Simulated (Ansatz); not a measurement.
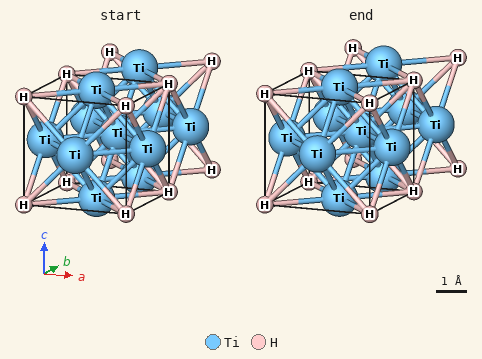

The structure of solid Ti$_{3}$H (a generated structure, set up in Pm-3m) (coarse preliminary run) before (left) and after (right) a relaxation, at one scale.

A ball-and-stick model of the cell of the calculation, repeated 1 × 2 × 1 with one cell outlined, seen slightly off an axis.

All numbers below come from DFT PBE, scalar-relativistic, plane waves, PAW (Ansatz).

Input file:
```yaml
crystal:
  lattice:
    - [3.76202846, 0.0, 0.0]
    - [0.0, 3.76202846, 0.0]
    - [0.0, 0.0, 3.76202846]
  atoms:
    - { symbol: Ti, position: [0.0, 0.5, 0.5] }
    - { symbol: Ti, position: [0.5, 0.5, 0.0] }
    - { symbol: Ti, position: [0.5, 0.0, 0.5] }
    - { symbol: H, position: [0.0, 0.0, 0.0] }
basis:
  ecutwfc: 420
kpoints:
  mp_grid: { grid: [4, 4, 4] }
hamiltonian:
  xc: pbe
scf:
  occupations: { method: gaussian, width: 0.1 }
  lower_state_search: "off"
output:
  forces: true
  stress: true
  eigenvalues: true
relax:
  adjacent_minimum: "off"
  f_tol: 0.04
  max_steps: 70
  cell: { stress_tol: 0.4 }
```

Command:
```bash
ansatz run input.yaml --threads 1 --pin off --max-ram 2560MiB --backend cpu --events-out ev --progress --plain --runs-dir out
```

Describe what moved and what it gained.

Answer. Over 1 accepted move (2 points after the start) the energy falls by 24.6 meV per atom. All forces vanish by symmetry, so only the cell relaxes. Pressure: 7.80 GPa at the start and −0.21 GPa at the end. At 1 point the geometry stayed and the basis and grid were re-selected for the new cell (energy shift of 0.3 meV per atom at most each time). No atom moves by more than 0.005 Å relative to the cell. The volume changes by +8.3 %, with a = b = c 3.762 → 3.863 Å (+2.7 %). Among the contacts that change: Ti1–Ti2 2.660 → 2.732 Å, Ti1–H4 2.660 → 2.732 Å. The space group stays Pm-3m (No. 221). Cost: 9.7 s on 1 thread of Intel(R) Xeon(R) Processor @ 2.50GHz (Skylake/Cascade Lake), on a shared host, peak memory 0.33 GiB.

Limits of the set-up: the k-point mesh is coarse for a cell with partly filled bands.
